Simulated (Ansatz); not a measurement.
**Single-point calculation of Si216 (part 2 of 2)**

Si216 (Fd-3m, 216 atoms in the cell); DFT, r2SCAN, PAW, plane waves (Ansatz 0.2.0); cutoff 500 eV, 1×1×1 k-mesh, Fermi–Dirac smearing of 0.01 eV. The structure was built on a prototype by a generator.

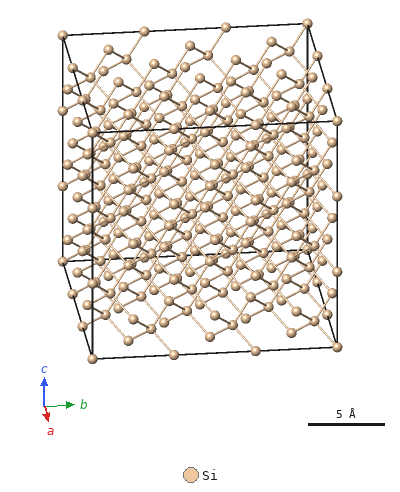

*The input geometry (ball-and-stick view of the cell of the calculation, seen at an oblique angle).*

## Output, continued
```
  atom  47  Si    -0.00000000     0.00000000     0.00000000
  atom  48  Si    -0.00000000     0.00000000     0.00000000
  atom  49  Si    -0.00000000    -0.00000000     0.00000000
  atom  50  Si    -0.00000000     0.00000000     0.00000000
  atom  51  Si    -0.00000000    -0.00000000     0.00000000
  atom  52  Si    -0.00000000    -0.00000000     0.00000000
  atom  53  Si    -0.00000000    -0.00000000     0.00000000
  atom  54  Si     0.00000000    -0.00000000     0.00000000
  atom  55  Si     0.00000000     0.00000000    -0.00000000
  atom  56  Si     0.00000000     0.00000000    -0.00000000
  atom  57  Si     0.00000000     0.00000000    -0.00000000
  atom  58  Si     0.00000000    -0.00000000    -0.00000000
  atom  59  Si     0.00000000     0.00000000    -0.00000000
  atom  60  Si     0.00000000    -0.00000000    -0.00000000
  atom  61  Si     0.00000000    -0.00000000    -0.00000000
  atom  62  Si     0.00000000    -0.00000000     0.00000000
  atom  63  Si     0.00000000    -0.00000000    -0.00000000
  atom  64  Si     0.00000000     0.00000000     0.00000000
  atom  65  Si     0.00000000     0.00000000     0.00000000
  atom  66  Si     0.00000000     0.00000000     0.00000000
  atom  67  Si     0.00000000     0.00000000     0.00000000
  atom  68  Si     0.00000000     0.00000000     0.00000000
  atom  69  Si     0.00000000     0.00000000     0.00000000
  atom  70  Si     0.00000000     0.00000000     0.00000000
  atom  71  Si     0.00000000     0.00000000     0.00000000
  atom  72  Si     0.00000000     0.00000000     0.00000000
  atom  73  Si    -0.00000000    -0.00000000    -0.00000000
  atom  74  Si    -0.00000000    -0.00000000     0.00000000
  atom  75  Si    -0.00000000     0.00000000     0.00000000
  atom  76  Si    -0.00000000    -0.00000000     0.00000000
  atom  77  Si    -0.00000000    -0.00000000     0.00000000
  atom  78  Si    -0.00000000     0.00000000     0.00000000
  atom  79  Si    -0.00000000    -0.00000000     0.00000000
  atom  80  Si     0.00000000    -0.00000000     0.00000000
  atom  81  Si    -0.00000000    -0.00000000     0.00000000
  atom  82  Si     0.00000000     0.00000000    -0.00000000
  atom  83  Si    -0.00000000     0.00000000     0.00000000
  atom  84  Si     0.00000000     0.00000000    -0.00000000
  atom  85  Si     0.00000000     0.00000000     0.00000000
  atom  86  Si     0.00000000     0.00000000     0.00000000
  atom  87  Si     0.00000000     0.00000000    -0.00000000
  atom  88  Si     0.00000000    -0.00000000    -0.00000000
  atom  89  Si     0.00000000    -0.00000000    -0.00000000
  atom  90  Si     0.00000000    -0.00000000     0.00000000
  atom  91  Si     0.00000000    -0.00000000     0.00000000
  atom  92  Si     0.00000000     0.00000000    -0.00000000
  atom  93  Si     0.00000000     0.00000000     0.00000000
  atom  94  Si    -0.00000000     0.00000000     0.00000000
  atom  95  Si    -0.00000000     0.00000000     0.00000000
  atom  96  Si    -0.00000000    -0.00000000     0.00000000
  atom  97  Si     0.00000000    -0.00000000    -0.00000000
  atom  98  Si    -0.00000000    -0.00000000     0.00000000
  atom  99  Si     0.00000000    -0.00000000     0.00000000
  atom 100  Si     0.00000000    -0.00000000    -0.00000000
  atom 101  Si     0.00000000    -0.00000000     0.00000000
  atom 102  Si     0.00000000    -0.00000000     0.00000000
  atom 103  Si     0.00000000    -0.00000000    -0.00000000
  atom 104  Si     0.00000000    -0.00000000     0.00000000
  atom 105  Si     0.00000000    -0.00000000     0.00000000
  atom 106  Si     0.00000000    -0.00000000     0.00000000
  atom 107  Si    -0.00000000    -0.00000000     0.00000000
  atom 108  Si     0.00000000    -0.00000000     0.00000000
  atom 109  Si     0.00000000    -0.00000000    -0.00000000
  atom 110  Si     0.00000000     0.00000000     0.00000000
  atom 111  Si    -0.00000000     0.00000000    -0.00000000
  atom 112  Si    -0.00000000     0.00000000    -0.00000000
  atom 113  Si     0.00000000     0.00000000    -0.00000000
  atom 114  Si    -0.00000000    -0.00000000    -0.00000000
  atom 115  Si     0.00000000    -0.00000000    -0.00000000
  atom 116  Si     0.00000000    -0.00000000    -0.00000000
  atom 117  Si     0.00000000     0.00000000    -0.00000000
  atom 118  Si     0.00000000     0.00000000     0.00000000
  atom 119  Si     0.00000000    -0.00000000     0.00000000
  atom 120  Si     0.00000000    -0.00000000     0.00000000
  atom 121  Si     0.00000000     0.00000000     0.00000000
  atom 122  Si     0.00000000     0.00000000     0.00000000
  atom 123  Si     0.00000000     0.00000000     0.00000000
  atom 124  Si     0.00000000     0.00000000     0.00000000
  atom 125  Si     0.00000000     0.00000000     0.00000000
  atom 126  Si     0.00000000     0.00000000     0.00000000
  atom 127  Si    -0.00000000    -0.00000000     0.00000000
  atom 128  Si    -0.00000000     0.00000000     0.00000000
  atom 129  Si    -0.00000000     0.00000000     0.00000000
  atom 130  Si    -0.00000000    -0.00000000     0.00000000
  atom 131  Si    -0.00000000    -0.00000000     0.00000000
  atom 132  Si    -0.00000000    -0.00000000     0.00000000
  atom 133  Si    -0.00000000    -0.00000000     0.00000000
  atom 134  Si    -0.00000000     0.00000000     0.00000000
  atom 135  Si    -0.00000000     0.00000000     0.00000000
  atom 136  Si     0.00000000     0.00000000    -0.00000000
  atom 137  Si     0.00000000     0.00000000     0.00000000
  atom 138  Si     0.00000000    -0.00000000    -0.00000000
  atom 139  Si     0.00000000     0.00000000     0.00000000
  atom 140  Si     0.00000000     0.00000000    -0.00000000
  atom 141  Si    -0.00000000     0.00000000    -0.00000000
  atom 142  Si     0.00000000    -0.00000000    -0.00000000
  atom 143  Si     0.00000000     0.00000000    -0.00000000
  atom 144  Si     0.00000000     0.00000000    -0.00000000
  atom 145  Si    -0.00000000    -0.00000000    -0.00000000
  atom 146  Si     0.00000000    -0.00000000    -0.00000000
  atom 147  Si    -0.00000000     0.00000000    -0.00000000
  atom 148  Si    -0.00000000    -0.00000000     0.00000000
  atom 149  Si     0.00000000     0.00000000     0.00000000
  atom 150  Si     0.00000000    -0.00000000     0.00000000
  atom 151  Si    -0.00000000     0.00000000     0.00000000
  atom 152  Si    -0.00000000     0.00000000     0.00000000
  atom 153  Si    -0.00000000     0.00000000     0.00000000
  atom 154  Si     0.00000000    -0.00000000     0.00000000
  atom 155  Si     0.00000000    -0.00000000     0.00000000
  atom 156  Si     0.00000000    -0.00000000     0.00000000
  atom 157  Si     0.00000000    -0.00000000    -0.00000000
  atom 158  Si     0.00000000    -0.00000000    -0.00000000
  atom 159  Si     0.00000000    -0.00000000    -0.00000000
  atom 160  Si     0.00000000    -0.00000000     0.00000000
  atom 161  Si     0.00000000    -0.00000000     0.00000000
  atom 162  Si     0.00000000     0.00000000    -0.00000000
  atom 163  Si     0.00000000    -0.00000000     0.00000000
  atom 164  Si     0.00000000    -0.00000000    -0.00000000
  atom 165  Si    -0.00000000    -0.00000000     0.00000000
  atom 166  Si    -0.00000000     0.00000000     0.00000000
  atom 167  Si    -0.00000000    -0.00000000     0.00000000
  atom 168  Si    -0.00000000     0.00000000     0.00000000
  atom 169  Si    -0.00000000    -0.00000000     0.00000000
  atom 170  Si     0.00000000     0.00000000    -0.00000000
  atom 171  Si     0.00000000    -0.00000000     0.00000000
  atom 172  Si     0.00000000     0.00000000     0.00000000
  atom 173  Si    -0.00000000    -0.00000000     0.00000000
  atom 174  Si    -0.00000000    -0.00000000    -0.00000000
  atom 175  Si     0.00000000     0.00000000    -0.00000000
  atom 176  Si    -0.00000000    -0.00000000     0.00000000
  atom 177  Si     0.00000000    -0.00000000    -0.00000000
  atom 178  Si     0.00000000    -0.00000000     0.00000000
  atom 179  Si     0.00000000     0.00000000     0.00000000
  atom 180  Si     0.00000000     0.00000000     0.00000000
  atom 181  Si    -0.00000000     0.00000000     0.00000000
  atom 182  Si    -0.00000000    -0.00000000     0.00000000
  atom 183  Si    -0.00000000     0.00000000     0.00000000
  atom 184  Si     0.00000000    -0.00000000     0.00000000
  atom 185  Si    -0.00000000    -0.00000000     0.00000000
  atom 186  Si     0.00000000    -0.00000000     0.00000000
  atom 187  Si    -0.00000000    -0.00000000     0.00000000
  atom 188  Si    -0.00000000    -0.00000000     0.00000000
  atom 189  Si     0.00000000    -0.00000000     0.00000000
  atom 190  Si     0.00000000    -0.00000000    -0.00000000
  atom 191  Si     0.00000000    -0.00000000     0.00000000
  atom 192  Si     0.00000000    -0.00000000    -0.00000000
  atom 193  Si     0.00000000     0.00000000    -0.00000000
  atom 194  Si     0.00000000     0.00000000    -0.00000000
  atom 195  Si     0.00000000    -0.00000000    -0.00000000
  atom 196  Si     0.00000000    -0.00000000     0.00000000
  atom 197  Si     0.00000000    -0.00000000     0.00000000
  atom 198  Si     0.00000000    -0.00000000     0.00000000
  atom 199  Si    -0.00000000    -0.00000000    -0.00000000
  atom 200  Si    -0.00000000    -0.00000000    -0.00000000
  atom 201  Si    -0.00000000    -0.00000000    -0.00000000
  atom 202  Si    -0.00000000    -0.00000000    -0.00000000
  atom 203  Si    -0.00000000     0.00000000    -0.00000000
  atom 204  Si    -0.00000000    -0.00000000    -0.00000000
  atom 205  Si    -0.00000000    -0.00000000    -0.00000000
  atom 206  Si    -0.00000000    -0.00000000    -0.00000000
  atom 207  Si    -0.00000000    -0.00000000    -0.00000000
  atom 208  Si    -0.00000000    -0.00000000     0.00000000
  atom 209  Si    -0.00000000     0.00000000     0.00000000
  atom 210  Si    -0.00000000     0.00000000     0.00000000
  atom 211  Si     0.00000000     0.00000000     0.00000000
  atom 212  Si     0.00000000     0.00000000     0.00000000
  atom 213  Si     0.00000000    -0.00000000     0.00000000
  atom 214  Si    -0.00000000     0.00000000     0.00000000
  atom 215  Si     0.00000000     0.00000000     0.00000000
  atom 216  Si    -0.00000000    -0.00000000     0.00000000
  max |Σ_I F_I| component: 9.76e-24 eV/Å
--- Band table (eV) ---
  k-point 0: bands = ["-6.3795", "-5.8704", "-5.8704", "-5.8704", "-5.8704", "-5.8704", "-5.8704", "-5.3813", "-5.3813", "-5.3813", ... 438 levels left out ..., "7.9394", "7.9394", "7.9394", "7.9394", "7.9394", "7.9394", "7.9394", "7.9394", "8.0373", "8.0373", "8.0373", "8.0373", "8.0373", "8.0373", "8.2322", "8.2322", "8.2322", "8.2322", "8.2322", "8.2322", "8.2322", "8.2322", "8.3840", "8.3840", "8.3840", "8.3840", "8.3840", "8.3840", "8.4330",
      "8.4330", "8.4330", "8.4330", "8.4330", "8.4330", "8.4330", "8.4330", "8.4330", "8.4330", "8.4330", "8.4330", "8.4330", "8.4330", "8.4330", "8.4330", "8.4330", "8.4330", "8.4330", "8.4330", "8.4330", "8.4330", "8.4330", "8.4330", "8.8835", "8.8835", "8.8835", "9.1569", "9.1569", "9.1569", "9.1569", "9.1569", "9.1569", "9.1569", "9.1569", "9.1569", "9.1569", "9.1569", "9.1569", "9.1569", "9.1569",
      "9.1569", "9.1569", "9.1569", "9.1569", "9.1569", "9.1569", "9.1569", "9.1569", "9.1569", "9.1569", "9.2535", "9.2535", "9.2535", "9.2535", "9.2535", "9.2535", "9.2535", "9.2535", "9.2535", "9.2535", "9.2535", "9.2535", "9.2535", "9.2535", "9.2535", "9.2535", "9.2535", "9.2535", "9.2535", "9.2535", "9.2535", "9.2535", "9.2535", "9.2535", "9.4887", "9.4887", "9.4887", "9.4887", "9.4887", "9.4887",
      "9.4887", "9.4887", "9.4887", "9.4887", "9.4887", "9.4887", "9.8866", "9.8866", "9.8866", "9.8866", "9.8866", "9.8866", "9.8866", "9.8866", "9.8866", "9.8866", "9.8866", "9.8866", "9.8866", "9.8866", "9.8866", "9.8866", "9.9413", "9.9413", "9.9413", "9.9413", "9.9413", "9.9413", "9.9413", "9.9413", "9.9413", "9.9413", "9.9413", "9.9413", "10.1017", "10.1640", "10.1640", "10.1640", "10.1640", "10.1640",
      "10.1640", "10.1640", "10.1640", "10.1640", "10.1640", "10.1640", "10.1640", "10.1640", "10.1640", "10.1640", "10.1640", "10.1640", "10.1640", "10.1640", "10.1640", "10.1640", "10.1640", "10.1640", "10.1640", "10.3066", "10.3066", "10.3066", "10.3066", "10.3066", "10.3066", "10.3066", "10.3066", "10.3066", "10.3066", "10.3066", "10.3066", "10.6159", "10.6159", "10.6159", "10.6159", "10.6159", "10.6159", "10.6159", "10.6159", "10.6159",
      "10.6159", "10.6159", "10.6159", "10.6159", "10.6159", "10.6159", "10.6159", "10.6159", "10.6159", "10.6159", "10.6159"]
--- Löwdin populations: 216 sites ---
  site symbol       q [e]
     0     Si      3.9605
     1     Si      3.9605
     2     Si      3.9605
     3     Si      3.9605
     4     Si      3.9605
     5     Si      3.9605
     6     Si      3.9605
     7     Si      3.9605
     8     Si      3.9605
     9     Si      3.9605
    10     Si      3.9605
    11     Si      3.9605
    12     Si      3.9605
    13     Si      3.9605
    14     Si      3.9605
    15     Si      3.9605
    16     Si      3.9605
    17     Si      3.9605
    18     Si      3.9605
    19     Si      3.9605
    20     Si      3.9605
    21     Si      3.9605
    22     Si      3.9605
    23     Si      3.9605
    24     Si      3.9605
    25     Si      3.9605
    26     Si      3.9605
    27     Si      3.9605
    28     Si      3.9605
    29     Si      3.9605
    30     Si      3.9605
    31     Si      3.9605
    32     Si      3.9605
    33     Si      3.9605
    34     Si      3.9605
    35     Si      3.9605
    36     Si      3.9605
    37     Si      3.9605
    38     Si      3.9605
    39     Si      3.9605
    40     Si      3.9605
    41     Si      3.9605
    42     Si      3.9605
    43     Si      3.9605
    44     Si      3.9605
    45     Si      3.9605
    46     Si      3.9605
    47     Si      3.9605
    48     Si      3.9605
    49     Si      3.9605
    50     Si      3.9605
    51     Si      3.9605
    52     Si      3.9605
    53     Si      3.9605
    54     Si      3.9605
    55     Si      3.9605
    56     Si      3.9605
    57     Si      3.9605
    58     Si      3.9605
    59     Si      3.9605
    60     Si      3.9605
    61     Si      3.9605
    62     Si      3.9605
    63     Si      3.9605
    64     Si      3.9605
    65     Si      3.9605
    66     Si      3.9605
    67     Si      3.9605
    68     Si      3.9605
    69     Si      3.9605
    70     Si      3.9605
    71     Si      3.9605
    72     Si      3.9605
    73     Si      3.9605
    74     Si      3.9605
    75     Si      3.9605
    76     Si      3.9605
    77     Si      3.9605
    78     Si      3.9605
    79     Si      3.9605
    80     Si      3.9605
    81     Si      3.9605
    82     Si      3.9605
    83     Si      3.9605
    84     Si      3.9605
    85     Si      3.9605
    86     Si      3.9605
    87     Si      3.9605
    88     Si      3.9605
    89     Si      3.9605
    90     Si      3.9605
    91     Si      3.9605
    92     Si      3.9605
    93     Si      3.9605
    94     Si      3.9605
    95     Si      3.9605
    96     Si      3.9605
    97     Si      3.9605
    98     Si      3.9605
    99     Si      3.9605
   100     Si      3.9605
   101     Si      3.9605
   102     Si      3.9605
   103     Si      3.9605
   104     Si      3.9605
   105     Si      3.9605
   106     Si      3.9605
   107     Si      3.9605
   108     Si      3.9605
   109     Si      3.9605
   110     Si      3.9605
   111     Si      3.9605
   112     Si      3.9605
   113     Si      3.9605
   114     Si      3.9605
   115     Si      3.9605
   116     Si      3.9605
   117     Si      3.9605
   118     Si      3.9605
   119     Si      3.9605
   120     Si      3.9605
   121     Si      3.9605
   122     Si      3.9605
   123     Si      3.9605
   124     Si      3.9605
   125     Si      3.9605
   126     Si      3.9605
   127     Si      3.9605
   128     Si      3.9605
   129     Si      3.9605
   130     Si      3.9605
   131     Si      3.9605
   132     Si      3.9605
   133     Si      3.9605
   134     Si      3.9605
   135     Si      3.9605
   136     Si      3.9605
   137     Si      3.9605
   138     Si      3.9605
   139     Si      3.9605
   140     Si      3.9605
   141     Si      3.9605
   142     Si      3.9605
   143     Si      3.9605
   144     Si      3.9605
   145     Si      3.9605
   146     Si      3.9605
   147     Si      3.9605
   148     Si      3.9605
   149     Si      3.9605
   150     Si      3.9605
   151     Si      3.9605
   152     Si      3.9605
   153     Si      3.9605
   154     Si      3.9605
   155     Si      3.9605
   156     Si      3.9605
   157     Si      3.9605
   158     Si      3.9605
   159     Si      3.9605
   160     Si      3.9605
   161     Si      3.9605
   162     Si      3.9605
   163     Si      3.9605
   164     Si      3.9605
   165     Si      3.9605
   166     Si      3.9605
   167     Si      3.9605
   168     Si      3.9605
   169     Si      3.9605
   170     Si      3.9605
   171     Si      3.9605
   172     Si      3.9605
   173     Si      3.9605
   174     Si      3.9605
   175     Si      3.9605
   176     Si      3.9605
   177     Si      3.9605
   178     Si      3.9605
   179     Si      3.9605
   180     Si      3.9605
   181     Si      3.9605
   182     Si      3.9605
   183     Si      3.9605
   184     Si      3.9605
   185     Si      3.9605
   186     Si      3.9605
   187     Si      3.9605
   188     Si      3.9605
   189     Si      3.9605
   190     Si      3.9605
   191     Si      3.9605
   192     Si      3.9605
   193     Si      3.9605
   194     Si      3.9605
   195     Si      3.9605
   196     Si      3.9605
   197     Si      3.9605
   198     Si      3.9605
   199     Si      3.9605
   200     Si      3.9605
   201     Si      3.9605
   202     Si      3.9605
   203     Si      3.9605
   204     Si      3.9605
   205     Si      3.9605
   206     Si      3.9605
   207     Si      3.9605
   208     Si      3.9605
   209     Si      3.9605
   210     Si      3.9605
   211     Si      3.9605
   212     Si      3.9605
   213     Si      3.9605
   214     Si      3.9605
   215     Si      3.9605
  spilling = 0.009872 (of n_electrons = 864.000000)
```

## Key numbers

| quantity | value |
| --- | --- |
| outcome | converged |
| space group (tolerance 0.01 Å) | Fd-3m (227) |
| electrons treated | 864 |
| free energy | −138035.4087 eV |
| Fermi energy | 6.591 eV |
| largest force (length of the vector) | under 0.001 eV/Å |
| wall time | 24 s (CPU time 98 s) |
| peak memory | 8.2 GiB |

## Remarks

The program warns: the structure was made exactly symmetric.
